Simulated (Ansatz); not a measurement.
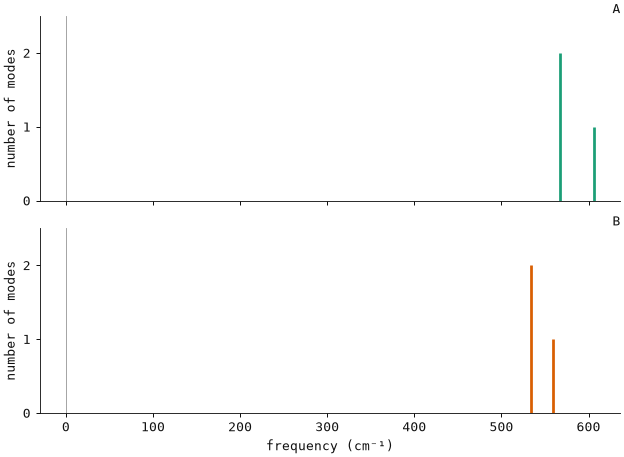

The figure compares two calculations of the zone-centre optical phonon frequencies (the three acoustic modes are left out). The first is for TaN, space group P-6m2 (No. 187).

Cell as given: a = 2.883 Å, b = 2.883 Å, c = 2.837 Å, α = 90.00°, β = 90.00°, γ = 120.00°; 2 atoms.

Method: harmonic phonon frequencies at the zone centre with atoms at rest in the given cell, without the long-range term of polar modes, the three translations left out, imaginary frequencies are negative; plane waves with PAW datasets, Γ-centred k mesh (Ansatz 0.2.0). Level: PBEsol, no spin polarisation.

- wave cutoff: 420 eV
- k mesh: 18×18×14
- occupations: Fermi–Dirac
- smearing width: 0.15 eV
- pressure: 16 GPa
- phonon method: linear response

In the second, the cell is expanded by 3.9 % in volume, to 10.60 Å³/atom, with shape and atoms relaxed (pressure 1 GPa against 16).

### Which of A and B is the second calculation, and what did the change do?

B. The highest mode falls from 606.3 to 559.0 cm⁻¹ (−7.8 %) and the lowest optical mode falls from 567.4 to 533.4 cm⁻¹ (−6.0 %). The shift of the highest mode amounts to a Grüneisen parameter of 2.15.

For both, limits of the calculation: metal sensitive to the k mesh.
